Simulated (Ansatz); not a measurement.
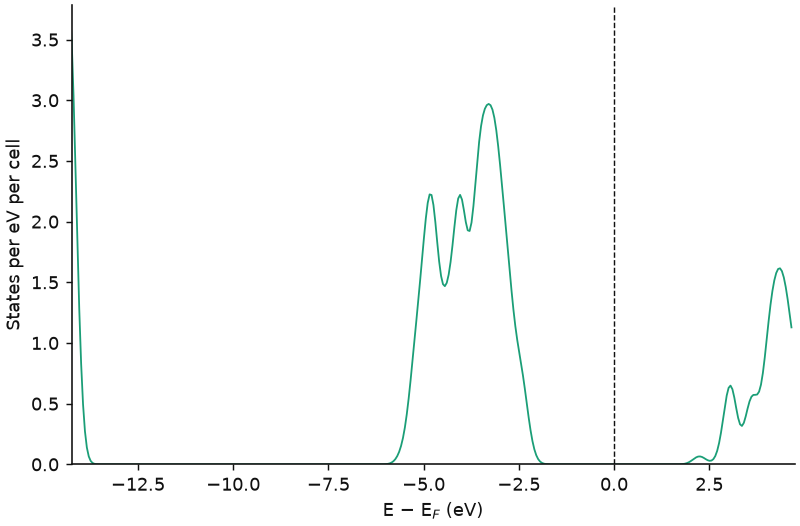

Density of states. Energies are counted from the Fermi level, put mid-gap where there is a gap. The curve is built from the levels of the k mesh with Gaussians 0.4 eV wide, which also blur the band edges.

Calculation on Li₂Se, space group Fm-3m, 3 atoms in the cell.

Method: DFT, PBE0, plane waves, PAW, no spin polarisation, 6×6×6 k mesh, 420 eV cutoff (Ansatz).

### Is there a gap at the Fermi level, and how wide?

There is a gap; over the k points computed it is 4.48 eV (indirect; the smallest direct gap is 5.04 eV).

### How wide is the upper valence band?

The upper group of valence states starts about 3.3 eV under the valence-band top (which lies at −2.2 eV on this axis), with a gap beneath it; it holds about 6 electrons a cell.
